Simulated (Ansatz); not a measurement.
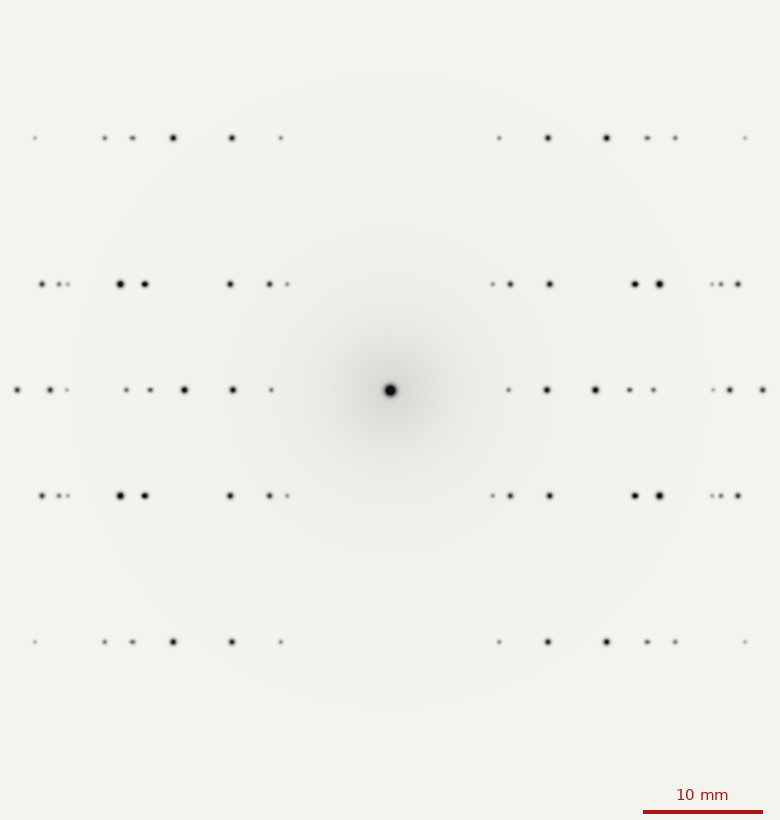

Simulated X-ray rotation photograph: Cu Kα radiation (λ = 1.5418 Å), cylindrical film of radius 28.65 mm unrolled, rotation axis vertical and normal to the beam, kinematic intensities without Lorentz or polarisation factors, the film spanning ±63° about the beam; spots down to d = 1.41 Å.

What lattice repeat along the rotation axis do the layer lines give?

The first layer line lies 9.0 mm from the equator, so tan ν = 0.312, sin ν = 0.298 and the period is λ/sin ν = 5.17 Å. Further lines follow at 21.3 mm.

The crystal is SnSe, space group P4/nmm (No. 129), a = 5.17 Å, c = 4.43 Å. Structure: the geometry relaxed with DFT PBE, scalar-relativistic, plane waves, PAW in Ansatz; the starting structure was generated, so it need not be a known form of this composition.

About which axis was it rotated?

About [100] (or an equivalent direction), whose length in the conventional cell is 5.169 Å.
